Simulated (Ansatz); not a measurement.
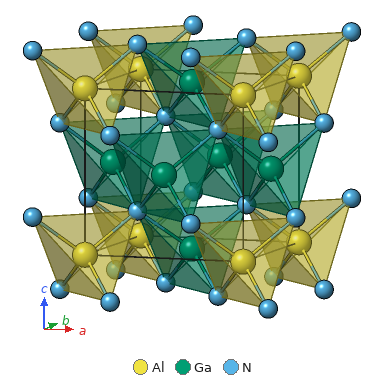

System: AlGa₃N₄, space group P-43m (No. 215). The picture shows the conventional cell.

The given structure:
```
Al Ga N
1.0
     4.46757    0.00000    0.00000
     0.00000    4.46757    0.00000
     0.00000    0.00000    4.46757
Al Ga N
1 3 4
Direct
  0.00000 0.00000 0.00000
  0.50000 0.50000 0.00000
  0.50000 0.00000 0.50000
  0.00000 0.50000 0.50000
  0.75503 0.75503 0.24497
  0.75503 0.24497 0.75503
  0.24497 0.75503 0.75503
  0.24497 0.24497 0.24497
```

Method: infrared-active and silent optical phonons at the zone centre of an insulator with atoms at rest in the given cell, intensity summed over the level, zero macroscopic field, imaginary frequencies are negative, field response on a mesh refined by the program; PAW (Ansatz 0.2.0). Level: PBEsol, no spin polarisation.

wave cutoff 420 eV; k mesh 6×6×6; occupations fixed; pressure 0 GPa.

Describe the result: the infrared spectrum of the zone-centre phonons.

The strongest infrared line is at 559.1 cm⁻¹, followed by 650.6 (26 % of it).

```json
{"frequency (cm⁻¹)": "188.5", "degeneracy": "3", "infrared ((D/Å)²/amu)": "0"}
{"frequency (cm⁻¹)": "232.1", "degeneracy": "3", "infrared ((D/Å)²/amu)": "0.399"}
{"frequency (cm⁻¹)": "409.1", "degeneracy": "3", "infrared ((D/Å)²/amu)": "6.08"}
{"frequency (cm⁻¹)": "559.1", "degeneracy": "3", "infrared ((D/Å)²/amu)": "131"}
{"frequency (cm⁻¹)": "594.2", "degeneracy": "3", "infrared ((D/Å)²/amu)": "0"}
{"frequency (cm⁻¹)": "650.6", "degeneracy": "3", "infrared ((D/Å)²/amu)": "34.8"}
{"frequency (cm⁻¹)": "671.2", "degeneracy": "2", "infrared ((D/Å)²/amu)": "0"}
{"frequency (cm⁻¹)": "691.6", "degeneracy": "1", "infrared ((D/Å)²/amu)": "0"}
```

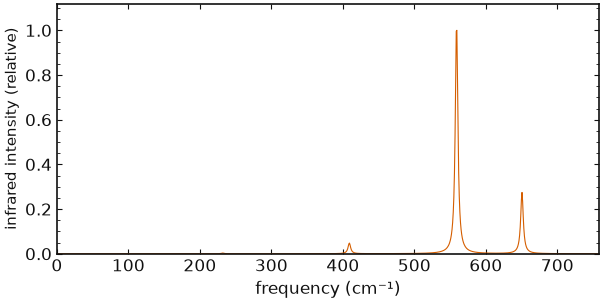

Lines are broadened by Lorentzians of 4.3 cm⁻¹ full width; the spectrum is scaled to its strongest line. These are zero-field (TO) frequencies; inactive modes don't show.

Note: field response not converged on the k mesh.
